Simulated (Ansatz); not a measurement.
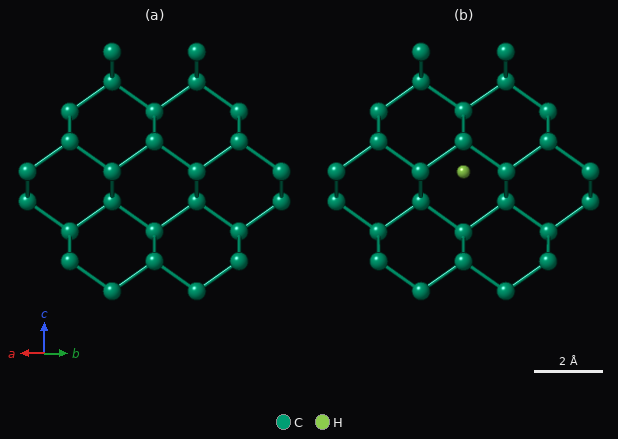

Left: perfect C. Right: the same region with one point defect, after relaxing the atoms in a supercell of 64 sites. The picture is a ball-and-stick view of the atoms within 4.6 Å of one point, in a slice 4.2 Å thick across the line of sight, seen along [110].

Computed with DFT, PBEsol, PAW, plane waves (Ansatz 0.2.0). (plane-wave cutoff 420 eV; k-point mesh 1 × 1 × 1; mesh shifted by (0.25, 0.25, 0.25); collinear spin) Fermi-Dirac smearing of 0.01 eV. The axes drawn are those of the host's conventional cell.

Q: Which defect is it?

A: An extra hydrogen atom is put between the host's atoms (an interstitial).

The charge state of the cell is 0.

Q: What does the relaxation do around it?

A: The H atom starts with 10 C at 1.54 to 1.78 Å around its place and ends with 10 C at 1.54 to 1.81 Å. Of the host's atoms, a carbon atom moves furthest from its site, by 0.03 Å. The cell's net moment is 1.00 μB.

Limits of the set-up: the periodic images lie only 7.1 Å apart, so the values are limited by the cell's size.
